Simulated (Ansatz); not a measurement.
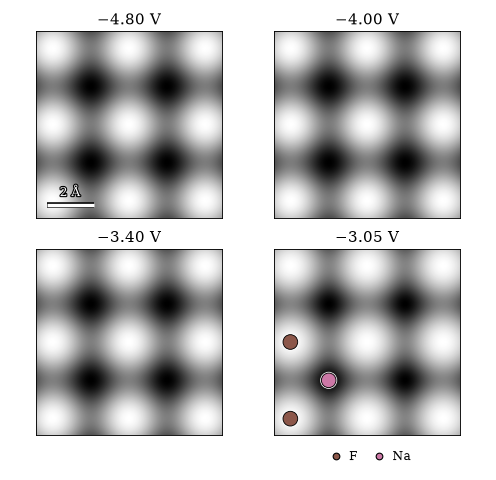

Constant-current images of NaF(100) (Fm-3m bulk, 5 atomic planes (those closer than 0.6 Å count as one), 9 Å, NaF-terminated) at 4 sample biases, each on its own colour scale; the last has the atoms seen from above drawn over one corner (deeper ones smaller).

Tersoff–Hamann simulation (s-wave tip); biases are sample biases. Zero bias is put in the middle of the gap by convention. Bias windows are sharp sums over the levels of the k mesh.

All numbers here come from Ansatz 0.2.0, DFT PBE, scalar-relativistic, plane waves, PAW. Cutoff 600 eV, 18 × 18 k-points, Gaussian smearing 0.05 eV, dipole correction. The slab is a cut without reconstruction beyond its cell, at the source's lattice constants, with its lower half held fixed and the rest relaxed. No spin polarisation. The semilocal functional makes this wide gap too small, and with it the biases at which current sets in. The run couldn't confirm all of its levels under its output density.

**How do the images change with bias?**

```csv
bias,set point (e/Å³),corrugation,brightest over
−4.80 V,3.9 × 10⁻⁶,21 pm,top F atoms
−4.00 V,3.8 × 10⁻⁶,21 pm,top F atoms
−3.40 V,3.3 × 10⁻⁶,25 pm,top F atoms
−3.05 V,1.8 × 10⁻⁶,40 pm,top F atoms
```

On its k mesh the slab has a gap of 5.61 eV, inside which this model gives no current; semilocal functionals usually make such gaps too small.
